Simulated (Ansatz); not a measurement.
Geometry relaxation, with input and output: Ti (part 1 of 2)

System: Ti (P6₃/mmc, 4 atoms in the cell).
Method: DFT r2SCAN, scalar-relativistic, plane waves, PAW, no spin polarisation (Ansatz 0.2.0).

The structure was built on a prototype by a generator; it need not be a known phase. It belongs to a series of runs on one base structure; here: stacking ABAC. Figures and captions count atoms from 1; the log counts them from 0 in places.

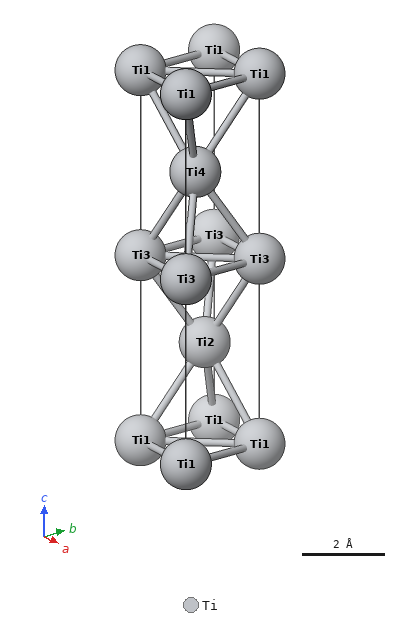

Fig. 1: The input geometry (ball-and-stick view of the cell of the calculation, seen slightly off an axis; atoms are numbered from 1 in the order of the input).

Input file
```yaml
crystal:
  lattice:
    - [2.9358214175, 0.0, 0.0]
    - [-1.4679107088, 2.5424959285, 0.0]
    - [0.0, 0.0, 9.2734582503]
  atoms:
    - { symbol: Ti, position: [0.0, 0.0, 0.0] }
    - { symbol: Ti, position: [0.3333333333, 0.6666666667, 0.25] }
    - { symbol: Ti, position: [0.0, 0.0, 0.5] }
    - { symbol: Ti, position: [0.6666666667, 0.3333333333, 0.75] }
basis:
  ecutwfc: 500
kpoints:
  mp_grid: { grid: [18, 18, 5] }
hamiltonian:
  xc: r2scan
scf:
  occupations: { method: gaussian, width: 0.1 }
output:
  forces: true
  stress: true
  eigenvalues: true
  populations: true
relax:
  adjacent_minimum: "off"
  f_tol: 0.01
  max_steps: 45
  cell: { stress_tol: 0.05 }
```

Run on 1 thread of Intel Xeon (Granite Rapids), 64 GiB of memory available, shared host.

Command:
```bash
ansatz run input.yaml --threads 1 --pin off --max-ram 2560MiB --backend cpu --events-out ev --progress --plain --runs-dir out
```

What the program printed
```
Engine: ansatz 0.2.0, x86_64-unknown-linux-gnu
Pseudopotentials: kind: paw
Pseudopotential: Ti, paw, valence charge 12, recommended cutoff 500 eV (meta_gga), Ti.paw.azcp
Functional definition: r2SCAN
  parameter k0 = 0.174
  parameter k1 = 0.065
  parameter a1 = 4.9479
  exchange = r2scan_x(k0 = k0, k1 = k1, a1 = a1)
  correlation = r2scan_c
Crystal: 4 atoms, lattice volume = 69.220 Å³
Basis set: ecut = 500 eV, 1761 PW (Γ), exchange–correlation on 96×96×288 points (64 copies of the dense FFT grid, shifted against one another)
Bands: 29, of which v1, the nominal top of the filled ones, is band 24 counted from 1 (23 counted from 0)
Symmetry: 24 space group operations
Space group: P63/mmc (ITA 194), of the structure as read, at distance tolerance 4.1e-5 Å
k-points: 111 of 1620
Non-local potential: Ti, projectors of the file, l = 0: 3, l = 1: 2, l = 2: 3, l = 3: 1
PAW form: soft (Blöchl's): semilocal exchange-correlation on the pseudo side does not see the compensation charge
PAW frozen core: Ti, regenerated for the run's functional (the file was generated under x = pbe(κ = 0.804, μ = 0.2195149727645171), c = pbe(β = 0.06672455060314922))
PAW one-centre angular grid: Ti, 590 points (default); XC on 160 Gauss nodes
Initial density: superposition of atomic densities (neutral atoms: chi_scale 0, normalization atom), corrected by the library's trained network
Initial wavefunctions: pseudopotential atomic-orbital guess
Functional: x = r2scan, c = r2scan; τ floored in thin density (d = 2e-4 eV/Å³)
SCF iter   1: F=—  HF=-10017.231657 eV  |F-HF|=—  |Δ(HF+E_count)|=         —  Δρ=1.74e-2  dr2=2.21e-1  dr2_τ=3.30e-2  ethr=1.77e-3  ⟨swp⟩=4.3  Hψ=12641  notcnv=0
preconditioner: auto → Kerker (q_TF=auto, 2.567 Å⁻¹)  [metal: Δε(μ)=0.004 eV  Ē_g=2.624 eV  σ=0.100 eV  W_gap=0.02  n_scr=24 (ndim 8)  ℏωp=17.9 eV  f_vac=0.000  D(μ)=4.96/eV (n_scr^D=52)]
SCF iter   2: F=—  HF=-10017.305867 eV  |F-HF|=—  |Δ(HF+E_count)|=   7.42e-2  Δρ=7.87e-3  dr2=5.33e-2  dr2_τ=3.75e-3  ethr=4.61e-4  ⟨swp⟩=2.2  Hψ=6452  notcnv=0  defer=25
SCF iter   3: F=—  HF=-10017.307127 eV  |F-HF|=—  |Δ(HF+E_count)|=   1.26e-3  Δρ=7.26e-3  dr2=8.09e-2  dr2_τ=3.39e-3  ethr=1.11e-4  ⟨swp⟩=2.1  Hψ=4525  notcnv=0  defer=25
SCF iter   4: F=—  HF=-10017.303105 eV  |F-HF|=—  |Δ(HF+E_count)|=   4.02e-3  Δρ=2.21e-3  dr2=2.43e-3  dr2_τ=2.51e-4  ethr=1.11e-4  ⟨swp⟩=2.0  Hψ=4351  notcnv=0  defer=25
SCF iter   5: F=—  HF=-10017.304434 eV  |F-HF|=—  |Δ(HF+E_count)|=   1.33e-3  Δρ=5.13e-4  dr2=2.06e-4  dr2_τ=5.05e-6  ethr=5.06e-6  ⟨swp⟩=3.0  Hψ=5983  notcnv=0  defer=25
SCF iter   6: F=—  HF=-10017.304480 eV  |F-HF|=—  |Δ(HF+E_count)|=   4.57e-5  Δρ=7.56e-5  dr2=4.32e-6  dr2_τ=1.78e-7  ethr=4.30e-7  ⟨swp⟩=2.0  Hψ=4033  notcnv=0  defer=25
SCF iter   7: F=—  HF=-10017.304481 eV  |F-HF|=—  |Δ(HF+E_count)|=   1.69e-6  Δρ=1.58e-5  dr2=1.71e-7  dr2_τ=7.57e-9  ethr=9.01e-9  ⟨swp⟩=2.2  Hψ=4278  notcnv=0  defer=25
SCF iter   8: F=-10017.304481 eV  HF=-10017.304481 eV  |F-HF|=1.82e-9  |Δ(HF+E_count)|=   4.24e-8  Δρ=3.46e-6  dr2=8.79e-9  dr2_τ=2.80e-10  ethr=2.08e-10  ⟨swp⟩=5.3  Hψ=10742  notcnv=0
SCF 1 converged in 8 iterations: F = -10017.304481 eV  dr2 = 8.79e-9
  greatest PAW one-centre occupation: 1.000 electrons in one spin orbital (limit 2), on the Ti atom at site 3 (counted from 0), in its partial waves of l = 1
relax step   1: F+E_penalty+E_count = -10017.30448138 eV  Δ(F+E_penalty+E_count) = +0.000e0 eV  max|allowed force component| = 2.544e-16 eV/Å  Δτ_max = 0.0000 Å  P = +0.644 GPa  Ω = 69.220 Å³  (8 SCF iters, dr2 threshold 1.00e-7 eV, accepted)
Crystal: 4 atoms, lattice volume = 70.010 Å³
Basis set: ecut = 500 eV, 1799 PW (Γ), exchange–correlation on 96×96×288 points (64 copies of the dense FFT grid, shifted against one another)
Initial density: handed on by an earlier stage of this run
Initial wavefunctions: those handed on with the density
iter 1 solved again at ethr=3.10e-6 eV; its pass at ethr=3.10e-3 eV (dr2=1.49e-3 eV) is discarded
SCF iter   1: F=—  HF=-10017.291993 eV  |F-HF|=—  |Δ(HF+E_count)|=         —  Δρ=1.26e-3  dr2=1.41e-3  dr2_τ=9.08e-3  ethr=3.10e-6  ⟨swp⟩=2.2  Hψ=19077  notcnv=0
preconditioner: auto → Kerker (q_TF=auto, 2.562 Å⁻¹)  [metal: Δε(μ)=0.002 eV  Ē_g=2.520 eV  σ=0.100 eV  W_gap=0.01  n_scr=12 (ndim 8)  ℏωp=17.8 eV  f_vac=0.000  D(μ)=5.11/eV (n_scr^D=52)]
SCF iter   2: F=—  HF=-10017.306358 eV  |F-HF|=—  |Δ(HF+E_count)|=   1.44e-2  Δρ=9.52e-4  dr2=1.07e-3  dr2_τ=8.31e-5  ethr=2.93e-6  ⟨swp⟩=2.0  Hψ=5957  notcnv=0
SCF iter   3: F=—  HF=-10017.306328 eV  |F-HF|=—  |Δ(HF+E_count)|=   3.07e-5  Δρ=3.98e-4  dr2=1.25e-4  dr2_τ=1.11e-5  ethr=2.23e-6  ⟨swp⟩=2.0  Hψ=3798  notcnv=0
SCF iter   4: F=—  HF=-10017.306343 eV  |F-HF|=—  |Δ(HF+E_count)|=   1.50e-5  Δρ=2.33e-4  dr2=1.26e-5  dr2_τ=1.48e-6  ethr=2.60e-7  ⟨swp⟩=1.8  Hψ=3505  notcnv=0
SCF iter   5: F=—  HF=-10017.306361 eV  |F-HF|=—  |Δ(HF+E_count)|=   1.82e-5  Δρ=5.76e-5  dr2=1.12e-6  dr2_τ=6.08e-8  ethr=2.63e-8  ⟨swp⟩=3.0  Hψ=6229  notcnv=0
SCF iter   6: F=-10017.306362 eV  HF=-10017.306362 eV  |F-HF|=1.48e-8  |Δ(HF+E_count)|=   1.07e-6  Δρ=1.18e-5  dr2=8.64e-8  dr2_τ=2.48e-9  ethr=8.33e-10  ⟨swp⟩=5.9  Hψ=12797  notcnv=0
SCF 2 converged in 6 iterations: F = -10017.306362 eV  dr2 = 8.64e-8
relax step   2: F+E_penalty+E_count = -10017.30636188 eV  Δ(F+E_penalty+E_count) = -1.880e-3 eV  max|allowed force component| = 7.864e-17 eV/Å  Δτ_max = 0.0000 Å  P = -0.619 GPa  Ω = 70.010 Å³  energy of the carried Pulay correction = -4.337e-4 eV  (6 SCF iters, dr2 threshold 4.00e-7 eV, accepted)
Crystal: 4 atoms, lattice volume = 69.599 Å³
Basis set: ecut = 500 eV, 1787 PW (Γ), exchange–correlation on 96×96×288 points (64 copies of the dense FFT grid, shifted against one another)
iter 1 solved again at ethr=8.82e-8 eV; its pass at ethr=3.10e-3 eV (dr2=4.23e-5 eV) is discarded
SCF iter   1: F=—  HF=-10017.305129 eV  |F-HF|=—  |Δ(HF+E_count)|=         —  Δρ=2.99e-4  dr2=6.47e-5  dr2_τ=1.23e-3  ethr=8.82e-8  ⟨swp⟩=2.4  Hψ=18181  notcnv=0
preconditioner: auto → Kerker (q_TF=auto, 2.564 Å⁻¹)  [metal: Δε(μ)=0.007 eV  Ē_g=2.536 eV  σ=0.100 eV  W_gap=0.04  n_scr=12 (ndim 8)  ℏωp=17.8 eV  f_vac=0.000  D(μ)=5.05/eV (n_scr^D=52)]
SCF iter   2: F=—  HF=-10017.307522 eV  |F-HF|=—  |Δ(HF+E_count)|=   2.39e-3  Δρ=1.87e-4  dr2=2.95e-5  dr2_τ=2.94e-6  ethr=8.82e-8  ⟨swp⟩=2.1  Hψ=6004  notcnv=0
SCF iter   3: F=—  HF=-10017.307525 eV  |F-HF|=—  |Δ(HF+E_count)|=   2.92e-6  Δρ=1.21e-4  dr2=1.42e-5  dr2_τ=7.47e-7  ethr=6.14e-8  ⟨swp⟩=2.0  Hψ=3916  notcnv=0
SCF iter   4: F=—  HF=-10017.307527 eV  |F-HF|=—  |Δ(HF+E_count)|=   1.95e-6  Δρ=5.76e-5  dr2=1.41e-6  dr2_τ=2.11e-7  ethr=2.96e-8  ⟨swp⟩=1.9  Hψ=3627  notcnv=0
SCF iter   5: F=-10017.307529 eV  HF=-10017.307528 eV  |F-HF|=2.58e-7  |Δ(HF+E_count)|=   1.09e-6  Δρ=2.89e-5  dr2=3.31e-7  dr2_τ=2.02e-8  ethr=8.33e-10  ⟨swp⟩=5.4  Hψ=12375  notcnv=0
SCF 3 converged in 5 iterations: F = -10017.307529 eV  dr2 = 3.31e-7
relax step   3: F+E_penalty+E_count = -10017.30752869 eV  Δ(F+E_penalty+E_count) = -1.167e-3 eV  max|allowed force component| = 2.683e-16 eV/Å  Δτ_max = 0.0000 Å  P = +0.052 GPa  Ω = 69.599 Å³  energy of the carried Pulay correction = -2.061e-4 eV  (5 SCF iters, dr2 threshold 4.00e-7 eV, accepted)
Crystal: 4 atoms, lattice volume = 69.630 Å³
iter 1 solved again at ethr=6.21e-9 eV; its pass at ethr=3.10e-3 eV (dr2=2.98e-6 eV) is discarded
SCF iter   1: F=—  HF=-10017.307495 eV  |F-HF|=—  |Δ(HF+E_count)|=         —  Δρ=7.46e-5  dr2=3.83e-6  dr2_τ=1.85e-5  ethr=6.21e-9  ⟨swp⟩=2.5  Hψ=17934  notcnv=0
preconditioner: auto → Kerker (q_TF=auto, 2.564 Å⁻¹)  [metal: Δε(μ)=0.004 eV  Ē_g=2.534 eV  σ=0.100 eV  W_gap=0.02  n_scr=12 (ndim 8)  ℏωp=17.8 eV  f_vac=0.000  D(μ)=5.06/eV (n_scr^D=52)]
SCF iter   2: F=—  HF=-10017.307523 eV  |F-HF|=—  |Δ(HF+E_count)|=   2.87e-5  Δρ=4.91e-5  dr2=2.38e-6  dr2_τ=2.10e-7  ethr=6.21e-9  ⟨swp⟩=2.0  Hψ=5960  notcnv=0
SCF iter   3: F=—  HF=-10017.307523 eV  |F-HF|=—  |Δ(HF+E_count)|=   1.07e-9  Δρ=2.65e-5  dr2=6.69e-7  dr2_τ=4.54e-8  ethr=4.97e-9  ⟨swp⟩=2.0  Hψ=3889  notcnv=0
SCF iter   4: F=—  HF=-10017.307523 eV  |F-HF|=—  |Δ(HF+E_count)|=   3.74e-8  Δρ=1.40e-5  dr2=6.43e-8  dr2_τ=3.59e-9  ethr=1.39e-9  ⟨swp⟩=1.3  Hψ=3262  notcnv=0
SCF iter   5: F=-10017.307524 eV  HF=-10017.307524 eV  |F-HF|=2.75e-9  |Δ(HF+E_count)|=   5.44e-8  Δρ=3.83e-6  dr2=5.32e-9  dr2_τ=2.21e-10  ethr=3.45e-11  ⟨swp⟩=4.0  Hψ=9898  notcnv=0
SCF 4 converged in 5 iterations: F = -10017.307524 eV  dr2 = 5.32e-9
relax step   4: F+E_penalty+E_count = -10017.30752356 eV  Δ(F+E_penalty+E_count) = +5.135e-6 eV  max|allowed force component| = 3.053e-16 eV/Å  Δτ_max = 0.0000 Å  P = -0.006 GPa  Ω = 69.630 Å³  energy of the carried Pulay correction = -2.240e-4 eV  (5 SCF iters, dr2 threshold 1.65e-8 eV, accepted)
Initial wavefunctions: pseudopotential atomic-orbital guess (no wavefunctions were taken with the density)
iter 1 solved again at ethr=2.05e-8 eV; its pass at ethr=3.10e-3 eV (dr2=9.84e-6 eV) is discarded
SCF iter   1: F=—  HF=-10017.307751 eV  |F-HF|=—  |Δ(HF+E_count)|=         —  Δρ=5.95e-5  dr2=1.18e-7  dr2_τ=5.85e-7  ethr=2.05e-8  ⟨swp⟩=3.3  Hψ=20422  notcnv=0
SCF iter   2: F=—  HF=-10017.307757 eV  |F-HF|=—  |Δ(HF+E_count)|=   5.69e-6  Δρ=3.07e-5  dr2=6.34e-8  dr2_τ=1.55e-7  ethr=2.45e-10  ⟨swp⟩=2.2  Hψ=4498  notcnv=0
SCF iter   3: F=—  HF=-10017.307758 eV  |F-HF|=—  |Δ(HF+E_count)|=   1.34e-6  Δρ=1.35e-5  dr2=1.07e-7  dr2_τ=2.33e-8  ethr=1.32e-10  ⟨swp⟩=2.3  Hψ=4888  notcnv=0
SCF iter   4: F=—  HF=-10017.307758 eV  |F-HF|=—  |Δ(HF+E_count)|=   1.86e-7  Δρ=1.86e-6  dr2=2.09e-9  dr2_τ=2.75e-10  ethr=1.32e-10  ⟨swp⟩=2.0  Hψ=4007  notcnv=0
SCF iter   5: F=—  HF=-10017.307758 eV  |F-HF|=—  |Δ(HF+E_count)|=   1.12e-9  Δρ=7.99e-7  dr2=2.74e-10  dr2_τ=3.19e-11  ethr=4.36e-12  ⟨swp⟩=2.2  Hψ=5294  notcnv=0
SCF iter   6: F=-10017.307758 eV  HF=-10017.307758 eV  |F-HF|=3.64e-12  |Δ(HF+E_count)|=  1.80e-10  Δρ=1.94e-7  dr2=2.48e-11  dr2_τ=1.94e-12  ethr=1.00e-12  ⟨swp⟩=2.4  Hψ=11358  notcnv=0
SCF 5 converged in 6 iterations: F = -10017.307758 eV  dr2 = 2.48e-11
relax step   5: F+E_penalty+E_count = -10017.30775819 eV  Δ(F+E_penalty+E_count) = -2.346e-4 eV  max|allowed force component| = 2.359e-16 eV/Å  Δτ_max = 0.0000 Å  P = -0.003 GPa  Ω = 69.630 Å³  stress off target by 8.94e-3 GPa  SCF on the basis re-selected at this cell (its energy is not comparable with the rows above)  (6 SCF iters)
```

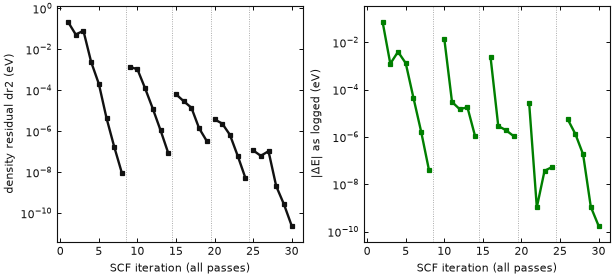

Fig. 2: Convergence of the self-consistent field: density residual dr2 and size of the energy change against the SCF iteration. The dotted lines part the SCF passes of the relaxation: geometry steps, rejected trials and re-solves on a re-selected basis. The 5 passes take 5 to 8 iterations each, 30 in all.
